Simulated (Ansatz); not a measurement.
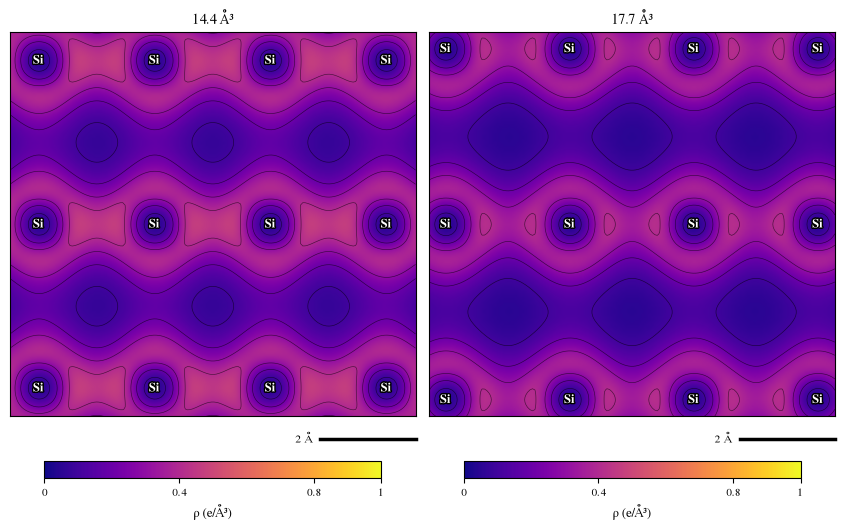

Si. The valence pseudo-density of cells scaled evenly to different volumes (given per atom above each panel), on the (101) plane of each (indices in the axes of the cell below), at one length scale and on one colour scale.

A generated structure, not necessarily the stable one.

Method: DFT, revPBE, plane waves (420 eV) with PAW, scalar-relativistic (Ansatz 0.2.0).

Core electrons are frozen (PAW), and the valence fields are smoothed inside the atomic spheres.

The largest cell:

```
Si
1.0
     2.60477    0.00000    0.00000
     0.00000    2.60477    0.00000
     0.00000    0.00000    2.60477
Si
1
Direct
  0.00000 0.00000 0.00000
```

| volume (Å³/atom) | Si–Si contact in the plane (Å) | ρ at its midpoint (e/Å³) | 
| --- | --- | --- |
| 14.40 | 2.433 | 0.445 | 
| 16.36 | 2.539 | ? | 
| 17.67 | 2.605 | 0.352 | 

Question: Estimate the missing row, and compare with the calculation.

Answer: Over the known rows ln ρ falls by 1.36 per Å of Si–Si distance (the line through the two), which gives 0.385 e/Å³ at 2.539 Å; the calculation gives 0.385 e/Å³.
